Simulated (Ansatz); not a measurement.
TaN: geometry relaxation (part 2 of 2)

The same run, continued: TaN (12 atoms in the cell); DFT PBE, scalar-relativistic, plane waves, PAW (Ansatz 0.2.0); cutoff 420 eV, 8×4×4 k-mesh, Gaussian smearing of 0.2 eV. The structure was made by a generator, so it may or may not be a known phase. The run did not end well.

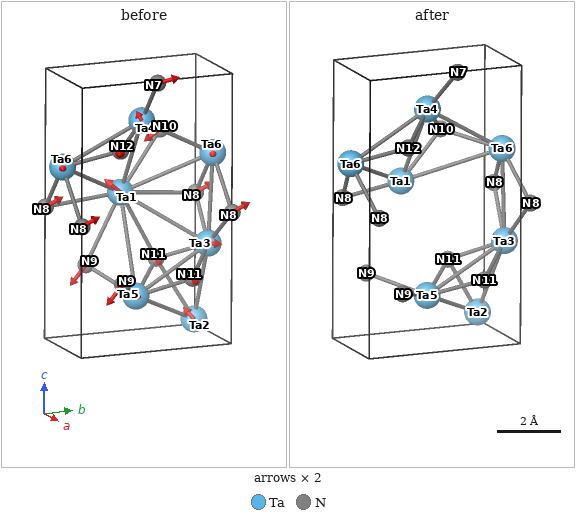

*Before (left) and after (right) the relaxation, at one scale (ball-and-stick view of the cell of the calculation, seen slightly off an axis). The red arrows give the displacements (without the part carried along by the change of the cell), magnified 2 times.*

The run was cut off at its time limit before the relaxation converged, so the last structure is only a point on the way. N9 moves most relative to the cell: 0.43 Å. Largest moves by element: N 0.43 Å, Ta 0.35 Å. The volume changes by +4.4 %, with a 2.891 → 2.906 Å (+0.5 %), b 5.268 → 5.315 Å (+0.9 %), c 8.959 → 9.216 Å (+2.9 %), α 90.6° → 90.3°, β 89.4° → 90.1°, γ 89.8° → 90.1°. Among the contacts that change: Ta1–N8 2.684 → 3.294 Å, Ta1–Ta3 3.264 → 3.854 Å, Ta1–N9 2.585 → 3.170 Å, Ta1–N11 2.672 → 3.222 Å. Among the angles that change: Ta2–N7–Ta4 89.5° → 108.9°, Ta2–N9–Ta5 87.9° → 104.5°, Ta4–N7–Ta5 175.6° → 159.0°. The space group stays P1 (No. 1). Over 3 geometry steps the energy falls by 311 meV per atom. Largest force component: 4.8 eV/Å at the start, 1.4 eV/Å at the end. Pressure: 18.23 GPa at the start and 6.63 GPa at the end. (Atoms are counted from 1 in the order of the input.)

```
Step cancelled. What follows is not a result of the run: it is the report of the last solve that finished, which converged after 8 SCF iterations.
Free energy (F): -61907.518913 eV
Harris-Foulkes:  -61907.518913 eV  (|F-HF|=1.75e-7)
Internal energy: -61907.470883 eV  (E = F + TS)
E sigma→0 (E₀):  -61907.494898 eV
Entropy (-TS):   -0.048030 eV (-4.003 meV/atom)
Fermi energy:    18.574992 eV
--- Per-component energies (eV) ---
  E_band       = -541.343763
  E_kinetic    = 3000.142934
  E_local      = -4829.800444  (includes V_loc(G=0)·N_el)
  E_nonlocal   = 361.249752
  E_hartree    = 1707.727973
  E_xc         = -1677.792155
  E_vxc        = -1691.604736  (∫ρ·V_xc dr)
  E_paw        = -51146.273357  (= ΣΔE_a)
  E_vpaw       = -796.778562  (= ΣTr[D̂ρ^β])
  E_aug_tail   = 0.002024  (compensation charges beyond the density's cutoff)
  E_ewald      = -9322.727611
  E_smearing   = -0.048030  (= −TS)
  E_closure    = -0.000000  (closes the sum)
  Σ components = -61907.518913   (vs F -61907.518913, Δ=0.00e0)
--- Forces (eV/Å), atoms counted from 1 ---
  atom   1  Ta     1.25798460    -0.97278162     0.00672804
  atom   2  Ta     1.43466150    -1.11828793    -0.10282457
  atom   3  Ta    -0.26535885     0.65996065    -0.24300915
  atom   4  Ta     0.41996114     0.34518835     0.39724380
  atom   5  Ta    -1.01423095     0.30692204     0.16697304
  atom   6  Ta    -0.86037022     0.09758324    -0.17582339
  atom   7  N     -0.39430238    -0.19787098    -0.31362950
  atom   8  N     -0.11199887    -0.31811003     0.21247547
  atom   9  N      0.44928092    -0.86396757     0.26470638
  atom  10  N     -0.19480623     0.01809394     0.34203996
  atom  11  N     -0.34962623     1.08309621     0.03752037
  atom  12  N     -0.37111215     0.96000188    -0.59238733
  max |Σ_I F_I| component: 1.72e-4 eV/Å
--- Stress (GPa, compression-positive) ---
        9.397158       1.540574       0.255079
        1.540574       5.581358       0.394989
        0.255079       0.394989       3.626768
  P = ⅓ Tr σ = 6.2018 GPa (62.018 kbar)
--- Band table (eV; the first three rows and the last of 68) ---
  k-point 0: bands = ["-50.7514", "-50.7356", "-50.7161", "-50.6936", "-49.8933", "-49.8853", "-17.6413", "-17.6189", "-17.5649", "-17.4772", "-17.2955", "-17.2171", "-17.2050", "-17.1586", "-17.0390", "-17.0045", "-16.9683", "-16.9342", "-16.6070", "-16.5851", "-16.5680", "-16.5464", "-15.8601", "-15.8503", "0.3095", "1.1724", "1.9541", "3.0968", "3.2008", "3.2381", "8.5038", "9.7956", "10.7412", "11.4221", "11.7171", "12.1122", "12.5509", "12.5757", "12.6243", "12.8468", "13.0414", "13.3801", "13.4775", "14.0511", "14.0885", "14.7945", "14.9937", "15.0599", "15.4042", "15.5087", "16.3795", "16.4798", "16.8635", "17.1220", "18.4481", "19.5792", "19.6672", "19.7782", "19.8117", "20.0036", "20.1694", "20.4757", "21.0648", "21.1373", "21.4197", "21.5198"]
  k-point 1: bands = ["-50.7511", "-50.7363", "-50.7155", "-50.6937", "-49.8933", "-49.8853", "-17.6401", "-17.6197", "-17.5587", "-17.4984", "-17.2744", "-17.2238", "-17.1963", "-17.1637", "-17.0358", "-17.0117", "-16.9614", "-16.9371", "-16.6054", "-16.5885", "-16.5660", "-16.5502", "-15.8600", "-15.8503", "0.3919", "0.9520", "2.2164", "3.0004", "3.1861", "3.2055", "8.6882", "9.6366", "10.6383", "11.2251", "12.0880", "12.1425", "12.4573", "12.5638", "12.6316", "12.8856", "13.0843", "13.2524", "13.6924", "13.9869", "14.2711", "14.6045", "14.7708", "14.9335", "15.3745", "15.4840", "16.3675", "16.4507", "17.0747", "17.2920", "18.8092", "19.3274", "19.6434", "19.7846", "20.0130", "20.0343", "20.1006", "20.3307", "20.8684", "21.0173", "21.2575", "21.3263"]
  k-point 2: bands = ["-50.7508", "-50.7370", "-50.7149", "-50.6939", "-49.8933", "-49.8853", "-17.6388", "-17.6203", "-17.5460", "-17.5242", "-17.2492", "-17.2343", "-17.1874", "-17.1714", "-17.0300", "-17.0207", "-16.9533", "-16.9420", "-16.6010", "-16.5948", "-16.5628", "-16.5552", "-15.8600", "-15.8504", "0.6143", "0.6343", "2.6378", "2.6709", "3.1794", "3.1961", "9.1248", "9.1786", "10.8261", "10.8586", "12.1942", "12.2567", "12.5573", "12.6232", "12.7521", "12.8309", "13.0009", "13.0773", "13.9618", "14.0202", "14.3817", "14.4292", "14.6192", "14.6536", "15.3873", "15.4463", "16.3517", "16.4312", "17.2832", "17.4040", "19.3198", "19.4285", "19.6957", "19.7171", "19.7798", "19.8994", "20.1215", "20.2850", "20.5574", "20.6079", "21.2958", "21.4835"]
  k-point 67: bands = ["-50.7015", "-50.6865", "-50.6740", "-50.6506", "-49.8537", "-49.8457", "-17.8935", "-17.8834", "-17.8195", "-17.8072", "-17.4804", "-17.4219", "-17.3459", "-17.2930", "-17.1621", "-17.1538", "-17.0492", "-17.0424", "-16.5711", "-16.5634", "-16.5389", "-16.5167", "-16.5014", "-16.4873", "1.8055", "2.1485", "2.4538", "2.8515", "3.0160", "3.0445", "9.9979", "10.0009", "10.2707", "10.8725", "10.9130", "11.0433", "11.1115", "11.3842", "11.8590", "12.0664", "12.4499", "13.0596", "13.1492", "13.4596", "14.1208", "14.3478", "15.0994", "15.5179", "15.6646", "15.7694", "16.7349", "17.0150", "17.6131", "17.8374", "19.4087", "19.8947", "20.3205", "20.5319", "20.8441", "21.4340", "21.5822", "21.7066", "21.8108", "21.9935", "22.2448", "22.6703"]
End of that report.
Error: SIGTERM received: cancelled by the caller after 7 completed SCF iterations
```

**Trajectory as extended XYZ (Å, eV, eV/Å), 4 frames, from step=1 to step=4**
```
12
Lattice="0.0054 0.0152 2.8906 5.2674 -0.0255 0.0097 -0.0441 8.9585 0.0473" Properties=species:S:1:pos:R:3:forces:R:3 step=1 energy=-61903.78435 pressure_GPa=18.23
Ta    2.5935    4.6065    0.0906   -0.2107  -0.7483  -0.5927
Ta   -0.1072    0.2142    0.1882   -0.2342  -0.1622  -1.3778
Ta    5.1113    2.9806    1.3826    3.0463  -1.6730   2.3288
Ta    2.6666    7.3158    1.5661    1.6930   3.8614  -3.6033
Ta    2.5529    1.4911    1.4607    1.5332  -1.5481  -0.1610
Ta   -0.0167    5.9942    1.3737    2.2642  -1.8080   2.2911
N     2.6350    8.8501   -0.0207    0.8450   1.4777   2.0816
N     5.2628    4.3313    0.0289    0.5022   4.7541  -1.6800
N     1.4272    2.3000    0.0256   -3.5499   0.9480  -0.1965
N     3.9396    6.5777    0.1456   -1.3012  -0.2300  -3.1199
N     3.8955    2.2741    0.0097   -0.9913  -1.8606  -0.3273
N     1.3899    6.6929   -0.1278   -3.5967  -3.0109   4.3570
12
Lattice="0.0020 0.0170 2.9360 5.2950 -0.0309 0.0037 -0.0529 9.1273 0.0529" Properties=species:S:1:pos:R:3:forces:R:3 step=2 energy=-61906.01661 pressure_GPa=-1.35
Ta    2.5910    4.6188    0.0123   -0.3789   0.6122   0.1932
Ta   -0.1149    0.1900    0.0006   -0.6124   0.4305   0.0750
Ta    5.2112    3.0536    1.4371    1.1874  -0.6589   1.2012
Ta    2.6387    7.5712    1.5900    0.3425   0.3177  -1.5035
Ta    2.5788    1.5107    1.5013    0.8012   0.0427  -0.1573
Ta   -0.0263    6.0849    1.4457    0.6631  -0.1506   1.0277
N     2.6895    9.0926    0.0566    0.7873   0.0557   0.5802
N     5.3128    4.5112    0.0298    0.3072   0.9090  -0.8592
N     1.3451    2.3108    0.0348   -1.4316   0.0423  -0.3978
N     3.9054    6.6795    0.1104   -0.8397  -0.0014  -1.1706
N     3.9563    2.2525    0.0307   -0.2009  -0.8310  -0.4825
N     1.3693    6.7363   -0.0373   -0.6254  -0.7681   1.4937
12
Lattice="-0.0016 0.0054 2.9204 5.2946 -0.0285 -0.0028 -0.0485 9.1816 0.0165" Properties=species:S:1:pos:R:3:forces:R:3 step=3 energy=-61907.05877 pressure_GPa=0.39
Ta    2.4551    4.7953    0.0111   -0.2480   0.6608  -0.0024
Ta   -0.1722    0.2892    0.0009   -0.1913   0.3232   0.0573
Ta    5.2967    3.0442    1.4372    0.0639   0.2214   0.4237
Ta    2.6154    7.6313    1.5024    0.1876  -0.0603  -0.4475
Ta    2.6363    1.4938    1.4645   -0.0769   0.4117   0.0134
Ta   -0.0464    6.1085    1.4502   -0.3345   0.2120   0.3613
N     2.8380    9.1513    0.0273    0.9371  -0.0190   0.0052
N     5.4280    4.5649   -0.0011    1.2269  -0.1240  -0.1977
N     1.2736    2.1936    0.0001   -0.6864  -0.9750  -0.0895
N     3.8219    6.6427    0.0258   -0.7764  -0.7035  -0.1967
N     4.0032    2.2235    0.0044   -0.0593  -0.1736  -0.2001
N     1.3243    6.7909   -0.0003   -0.0426   0.2261   0.2730
12
Lattice="-0.0030 -0.0033 2.9060 5.3147 -0.0117 -0.0056 -0.0199 9.2159 -0.0110" Properties=species:S:1:pos:R:3:forces:R:3 step=4 energy=-61907.51891 pressure_GPa=6.63
Ta    2.3676    4.9763   -0.0087    1.2580  -0.9728   0.0067
Ta   -0.2267    0.3902    0.0069    1.4347  -1.1183  -0.1028
Ta    5.3741    3.0546    1.4468   -0.2654   0.6600  -0.2430
Ta    2.6441    7.6721    1.4292    0.4200   0.3452   0.3972
Ta    2.6776    1.4969    1.4377   -1.0142   0.3069   0.1670
Ta   -0.0478    6.1282    1.4575   -0.8604   0.0976  -0.1758
N     3.0409    9.1988    0.0004   -0.3943  -0.1979  -0.3136
N     5.6414    4.6109   -0.0182   -0.1120  -0.3181   0.2125
N     1.1766    2.0390   -0.0203    0.4493  -0.8640   0.2647
N     3.7631    6.5650   -0.0331   -0.1948   0.0181   0.3420
N     4.0392    2.2221   -0.0121   -0.3496   1.0831   0.0375
N     1.3127    6.8644    0.0265   -0.3711   0.9600  -0.5924
```

This output came from the following input.

**The input**
```yaml
crystal:
  lattice:
    - [0.0053753269, 0.0151712207, 2.8905574619]
    - [5.2674358666, -0.0254798158, 0.009684365]
    - [-0.0441323355, 8.958482782, 0.0473420892]
  atoms:
    - { symbol: Ta, position: [0.0212226313, 0.4966719019, 0.5155818628] }
    - { symbol: Ta, position: [0.0647997901, -0.0202127022, 0.0237419023] }
    - { symbol: Ta, position: [0.4695772636, 0.9726920067, 0.3346799809] }
    - { symbol: Ta, position: [0.5266804562, 0.5125474208, 0.8171944325] }
    - { symbol: Ta, position: [0.5009669956, 0.4855465731, 0.1669766654] }
    - { symbol: Ta, position: [0.4642986623, 0.001948254, 0.6683226975] }
    - { symbol: "N", position: [-0.0250727914, 0.5085677591, 0.9893896689] }
    - { symbol: "N", position: [-0.0013275687, 1.0031954569, 0.4863394197] }
    - { symbol: "N", position: [0.0037364379, 0.2731105549, 0.2575120342] }
    - { symbol: "N", position: [0.0357793442, 0.7540501824, 0.7363286576] }
    - { symbol: "N", position: [-0.0033059995, 0.7416958445, 0.2559636777] }
    - { symbol: "N", position: [-0.0573552214, 0.2701867482, 0.7479690005] }
basis:
  ecutwfc: 420
kpoints:
  mp_grid: { grid: [8, 4, 4] }
hamiltonian:
  xc: pbe
scf:
  occupations: { method: gaussian, width: 0.2 }
  lower_state_search: "off"
output:
  forces: true
  stress: true
  eigenvalues: true
relax:
  adjacent_minimum: "off"
  f_tol: 0.025
  max_steps: 60
  cell: { stress_tol: 0.25 }
```

Launched with:
```bash
ansatz run input.yaml --threads 1 --pin off --max-ram 2560MiB --backend cpu --events-out ev --progress --plain --runs-dir out
```

**What the run reported**

| quantity | value |
| --- | --- |
| outcome | stopped at the time limit |
| space group (tolerance 0.01 Å) | P1 (1) |
| final cell | a = 2.906 Å, b = 5.315 Å, c = 9.216 Å, α = 90.25°, β = 90.13°, γ = 90.12° |
| hardware | 1 thread of Intel Xeon @ 2.50GHz (Skylake/Cascade Lake), 189 GiB of memory available, shared host |
| wall time | 9.2 min |
| peak memory | 0.69 GiB |

**Diagnosis**

The run was cut off by its time limit, so the output is incomplete.
